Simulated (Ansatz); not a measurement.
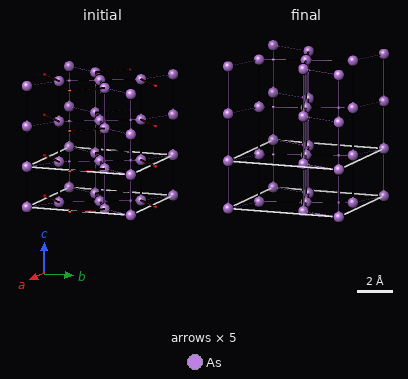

The structure of a crystal of As (a generated structure, set up in P4/mbm) (coarse preliminary run) before (left) and after (right) a relaxation, at one scale. The red arrows give the displacements (the part carried along by the change of the cell is left out), magnified 5 times.

A ball-and-stick model of the cell of the calculation, repeated 1 × 1 × 3 with one cell outlined, seen slightly off an axis.

The calculation used DFT PBE, scalar-relativistic, plane waves, PAW in Ansatz.

Input
```yaml
crystal:
  lattice:
    - [6.47329791, 0.0, 0.0]
    - [0.0, 6.47329791, 0.0]
    - [0.0, 0.0, 2.37365797]
  atoms:
    - { symbol: As, position: [0.17679539, 0.32320461, 0.0] }
    - { symbol: As, position: [0.32320461, 0.82320461, 0.0] }
    - { symbol: As, position: [0.82320461, 0.67679539, 0.0] }
    - { symbol: As, position: [0.67679539, 0.17679539, 0.0] }
    - { symbol: As, position: [0.0, 0.0, 0.0] }
    - { symbol: As, position: [0.5, 0.5, 0.0] }
basis:
  ecutwfc: 420
kpoints:
  mp_grid: { grid: [4, 4, 8] }
hamiltonian:
  xc: pbe
scf:
  occupations: { method: gaussian, width: 0.1 }
  lower_state_search: "off"
output:
  forces: true
  stress: true
  eigenvalues: true
relax:
  adjacent_minimum: "off"
  f_tol: 0.04
  max_steps: 70
  cell: { stress_tol: 0.4 }
```

Command:
```bash
ansatz run input.yaml --threads 1 --pin off --max-ram 2560MiB --backend cpu --events-out ev --progress --plain --runs-dir out
```

### Describe what moved and what it gained.

After 7 accepted moves (10 points after the start) the energy has fallen by 4.875 eV per cell of the calculation. Largest force component: 1 eV/Å at the start, 0.0011 eV/Å at the end. The pressure goes from 41.93 to 0.06 GPa. The line search rejected the trial step at point 4 of the run. At 2 points the geometry stayed and the basis and grid were re-selected for the new cell (energy shift of 44.2 meV per cell of the calculation at most each time). The largest moves relative to the cell, 0.48 Å, are those of As1, As2, As3 and As4. As1 goes along [−1 1 0]. The volume changes by +33.1 %, with a = b 6.473 → 6.895 Å (+6.5 %), c 2.374 → 2.784 Å (+17.3 %). Some distances before and after: As1–As3 3.237 → 2.487 Å, As1–As1 2.374 → 2.784 Å, As1–As5 2.385 → 2.715 Å. Among the angles between lasting bonds that change: As5–As2–As6 147.4° → 127.8°. The space group stays P4/mbm (No. 127).
